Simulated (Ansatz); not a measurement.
# Two runs on Ta3N

System: Ta3N (P-3m1, 4 atoms in the cell).
Method of run 1: Kohn-Sham DFT of a periodic cell, r2SCAN, Ansatz PAW, no spin polarisation (Ansatz 0.2.0).

The structure derives from a Materials Project entry. Text and figures count atoms from 1; the logs count them from 0 in places.

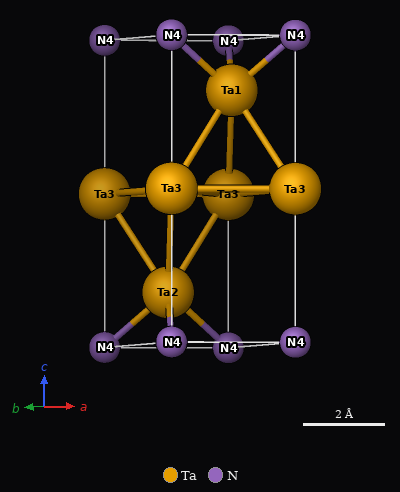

**Figure 1.** The structure (ball-and-stick view of the cell of the calculation, seen at an oblique angle; atoms are numbered from 1 in the order of the input). An atom can appear more than once, as a periodic image.

Input, run 1:
```yaml
crystal:
  lattice:
    - [3.0721262478, 0.0, 0.0]
    - [-1.536063124, 2.6605393743, 0.0]
    - [0.0, 0.0, 7.6231501572]
  atoms:
    - { symbol: Ta, position: [0.6666666667, 0.3333333333, 0.82607] }
    - { symbol: Ta, position: [0.3333333333, 0.6666666667, 0.17393] }
    - { symbol: Ta, position: [0.0, 0.0, 0.5] }
    - { symbol: "N", position: [0.0, 0.0, 0.0] }
hamiltonian:
  xc: r2scan
  pseudopotentials: { kind: paw }
kpoints:
  mp_grid: { grid: [10, 10, 4] }
scf:
  occupations: { method: fermi_dirac, width: 0.05 }
output:
  forces: true
  stress: true
  eigenvalues: true
```

Launched with:
```bash
ansatz run input.yaml --threads 2 --pin off --max-ram 5632MiB --backend cpu --events-out ev --progress --plain --runs-dir out
```

Hardware: 2 threads of Arm Neoverse V2, 24 GiB of memory available, shared host.

Output, shortened to warnings, some set-up lines, iterations and results (run 1):
```
Basis set: ecut = 500 eV, 1587 PW (Γ), exchange–correlation on 96×96×240 points (64 copies of the dense FFT grid, shifted against one another)
Symmetry: 12 space group operations
k-points: 50 of 400
Initial density: superposition of atomic densities (neutral atoms: chi_scale 0, normalization atom), corrected by the library's trained network
[...]
SCF iter   1: F=—  HF=-30219.710767 eV  |F-HF|=—  |Δ(HF+E_count)|=         —  Δρ=1.11e-2  dr2=1.10e-1  dr2_τ=1.57e-1  ethr=1.77e-3  ⟨swp⟩=5.8  Hψ=5849  notcnv=0
SCF iter   2: F=—  HF=-30219.794509 eV  |F-HF|=—  |Δ(HF+E_count)|=   8.37e-2  Δρ=7.18e-3  dr2=2.43e-2  dr2_τ=2.05e-3  ethr=2.51e-4  ⟨swp⟩=2.0  Hψ=2501  notcnv=0
SCF iter   3: F=—  HF=-30219.797031 eV  |F-HF|=—  |Δ(HF+E_count)|=   2.52e-3  Δρ=2.93e-3  dr2=4.37e-3  dr2_τ=6.97e-4  ethr=5.52e-5  ⟨swp⟩=2.0  Hψ=1990  notcnv=0
SCF iter   4: F=—  HF=-30219.797466 eV  |F-HF|=—  |Δ(HF+E_count)|=   4.35e-4  Δρ=1.25e-3  dr2=1.50e-3  dr2_τ=1.97e-4  ethr=9.94e-6  ⟨swp⟩=2.0  Hψ=1814  notcnv=0
SCF iter   5: F=—  HF=-30219.797375 eV  |F-HF|=—  |Δ(HF+E_count)|=   9.12e-5  Δρ=2.41e-4  dr2=1.02e-4  dr2_τ=3.21e-6  ethr=3.41e-6  ⟨swp⟩=2.0  Hψ=1693  notcnv=0
SCF iter   6: F=—  HF=-30219.797380 eV  |F-HF|=—  |Δ(HF+E_count)|=   4.49e-6  Δρ=5.71e-5  dr2=3.98e-6  dr2_τ=1.24e-7  ethr=2.32e-7  ⟨swp⟩=2.0  Hψ=1847  notcnv=0
SCF iter   7: F=—  HF=-30219.797379 eV  |F-HF|=—  |Δ(HF+E_count)|=   2.33e-7  Δρ=1.25e-5  dr2=8.67e-8  dr2_τ=1.22e-8  ethr=2.27e-10  ⟨swp⟩=5.0  Hψ=6616  notcnv=0
SCF iter   8: F=-30219.797380 eV  HF=-30219.797380 eV  |F-HF|=2.27e-9  |Δ(HF+E_count)|=   1.84e-8  Δρ=3.35e-6  dr2=8.56e-9  dr2_τ=4.94e-10  ethr=1.97e-10  ⟨swp⟩=2.3  Hψ=4542  …
SCF 1 converged in 8 iterations: F = -30219.797380 eV  dr2 = 8.56e-9
SCF converged after 8 iterations
Free energy (F): -30219.797380 eV
Harris-Foulkes:  -30219.797380 eV  (|F-HF|=2.27e-9)
Internal energy: -30219.773881 eV  (E = F + TS)
E sigma→0 (E₀):  -30219.785630 eV
Entropy (-TS):   -0.023498 eV (-5.875 meV/atom)
Fermi energy:    18.014686 eV
--- Per-component energies (eV) ---
  E_band       = -378.492297
  E_kinetic    = 1225.843086
  E_local      = -1963.498077  (includes V_loc(G=0)·N_el)
  E_nonlocal   = 85.936723
  E_hartree    = 681.047174
  E_xc         = -671.260829
  E_vxc        = -747.626893  (∫ρ·V_xc dr)
  E_paw        = -25396.307451  (= ΣΔE_a)
  E_vpaw       = -379.113819  (= ΣTr[D̂ρ^β])
  E_aug_tail   = 0.000225  (compensation charges beyond the density's cutoff)
  E_vtau       = 37.871271  (kinetic-family band-sum trace: ∫τ·v_τ [+ j·A + Jᵃ·Aᵃ] dr)
  E_ewald      = -4179.236327
  E_core_change = -2.298405  (= ΣΔE_core)
  E_smearing   = -0.023498  (= −TS)
  E_closure    = 0.000000  (closes the sum)
  Σ components = -30219.797380   (vs F -30219.797380, Δ=0.00e0)
--- Forces (eV/Å), atoms counted from 1 ---
  atom   1  Ta    -0.00000000     0.00000000     0.28572312
  atom   2  Ta     0.00000000    -0.00000000    -0.28572312
  atom   3  Ta     0.00000000    -0.00000000     0.00000000
  atom   4  N     -0.00000000     0.00000000     0.00000000
  max |Σ_I F_I| component: 2.78e-17 eV/Å
--- Stress (GPa, compression-positive) ---
      -13.515089       0.000000      -0.000000
        0.000000     -13.515089      -0.000000
       -0.000000      -0.000000     -11.586515
  P = ⅓ Tr σ = -12.8722 GPa (-128.722 kbar)
```

Run 2 used a changed input.

The two runs side by side:

| quantity | run 1 | run 2 |
| --- | --- | --- |
| outcome | converged | converged |
| free energy per atom (eV) | −7554.9493 | −7545.6292 |
| energy per atom, smearing taken to zero (eV) | −7554.9464 | −7545.6260 |
| gap on the mesh (eV) | 0.00 | 0.00 |
| pressure (GPa) | −12.87 | −9.59 |
| largest force (eV/Å) | 0.286 | 0.349 |
| SCF iterations | 8 | 7 |
| irreducible k-points | 50 | 50 |
| plane waves at Γ | 1587 | 1213 |
| wall time (shared host) | 5.2 s | 1.9 s |

What was changed in the input?

The change (lines with − go, lines with + come):
```diff
-  xc: r2scan
+  xc: pbe
```

The total energies belong to different methods, so their difference says nothing on which is more stable or more accurate. The pressure goes from −12.87 to −9.59 GPa. The largest force goes from 0.286 to 0.349 eV/Å. The functional changes from r2SCAN to PBE. The SCF takes 7 iterations against 8. The default cutoff goes from 500 to 420 eV with the change. The plane waves at Γ go from 1587 to 1213.

Output, shortened to warnings, some set-up lines, iterations and results (run 2):
```
Basis set: ecut = 420 eV, 1213 PW (Γ), exchange–correlation on 48×48×108 points (8 copies of the dense FFT grid, shifted against one another)
Symmetry: 12 space group operations
k-points: 50 of 400
Initial density: superposition of atomic densities (neutral atoms: chi_scale 0, normalization atom), corrected by the library's trained network
[...]
SCF iter   1: F=—  HF=-30182.531308 eV  |F-HF|=—  |Δ(HF+E_count)|=         —  Δρ=9.23e-3  dr2=1.65e-1  ethr=1.77e-3  ⟨swp⟩=5.2  Hψ=5638  notcnv=0
SCF iter   2: F=—  HF=-30182.518397 eV  |F-HF|=—  |Δ(HF+E_count)|=   1.29e-2  Δρ=4.34e-3  dr2=9.01e-3  ethr=3.76e-4  ⟨swp⟩=1.3  Hψ=1770  notcnv=0
SCF iter   3: F=—  HF=-30182.517303 eV  |F-HF|=—  |Δ(HF+E_count)|=   1.09e-3  Δρ=2.21e-3  dr2=2.69e-3  ethr=2.05e-5  ⟨swp⟩=1.0  Hψ=1350  notcnv=0
SCF iter   4: F=—  HF=-30182.516748 eV  |F-HF|=—  |Δ(HF+E_count)|=   5.55e-4  Δρ=3.26e-4  dr2=7.84e-5  ethr=6.11e-6  ⟨swp⟩=2.1  Hψ=1630  notcnv=0
SCF iter   5: F=—  HF=-30182.516745 eV  |F-HF|=—  |Δ(HF+E_count)|=   3.18e-6  Δρ=1.70e-4  dr2=2.30e-5  ethr=1.78e-7  ⟨swp⟩=2.0  Hψ=1836  notcnv=0
SCF iter   6: F=—  HF=-30182.516741 eV  |F-HF|=—  |Δ(HF+E_count)|=   3.53e-6  Δρ=4.01e-5  dr2=4.33e-6  ethr=5.23e-8  ⟨swp⟩=2.0  Hψ=1675  notcnv=0
SCF iter   7: F=-30182.516741 eV  HF=-30182.516741 eV  |F-HF|=9.75e-9  |Δ(HF+E_count)|=   2.95e-7  Δρ=7.96e-6  dr2=3.48e-8  ethr=2.27e-10  ⟨swp⟩=4.3  Hψ=5384  notcnv=0
SCF 1 converged in 7 iterations: F = -30182.516741 eV  dr2 = 3.48e-8
SCF converged after 7 iterations
Free energy (F): -30182.516741 eV
Harris-Foulkes:  -30182.516741 eV  (|F-HF|=9.75e-9)
Internal energy: -30182.491087 eV  (E = F + TS)
E sigma→0 (E₀):  -30182.503914 eV
Entropy (-TS):   -0.025654 eV (-6.414 meV/atom)
Fermi energy:    18.057627 eV
--- Per-component energies (eV) ---
  E_band       = -335.928783
  E_kinetic    = 1222.769703
  E_local      = -1963.027316  (includes V_loc(G=0)·N_el)
  E_nonlocal   = 86.158443
  E_hartree    = 680.593237
  E_xc         = -713.918261
  E_vxc        = -686.509934  (∫ρ·V_xc dr)
  E_paw        = -25315.831133  (= ΣΔE_a)
  E_vpaw       = -356.506701  (= ΣTr[D̂ρ^β])
  E_aug_tail   = 0.000566  (compensation charges beyond the density's cutoff)
  E_ewald      = -4179.236327
  E_smearing   = -0.025654  (= −TS)
  E_closure    = 0.000000  (closes the sum)
  Σ components = -30182.516741   (vs F -30182.516741, Δ=0.00e0)
--- Forces (eV/Å), atoms counted from 1 ---
  atom   1  Ta    -0.00000000     0.00000000     0.34887890
  atom   2  Ta    -0.00000000    -0.00000000    -0.34887890
  atom   3  Ta    -0.00000000     0.00000000     0.00000000
  atom   4  N      0.00000000    -0.00000000     0.00000000
  max |Σ_I F_I| component: 5.55e-17 eV/Å
--- Stress (GPa, compression-positive) ---
       -9.802886       0.000000      -0.000000
        0.000000      -9.802886      -0.000000
       -0.000000      -0.000000      -9.175813
  P = ⅓ Tr σ = -9.5939 GPa (-95.939 kbar)
```

For both runs: Spin–orbit coupling is left out, which matters for Ta. For run 1: The cell is under a tension of 12.9 GPa at this level, so it is not at its equilibrium volume. For run 2: The cell is under a tension of 9.6 GPa at this level, so it is not at its equilibrium volume.
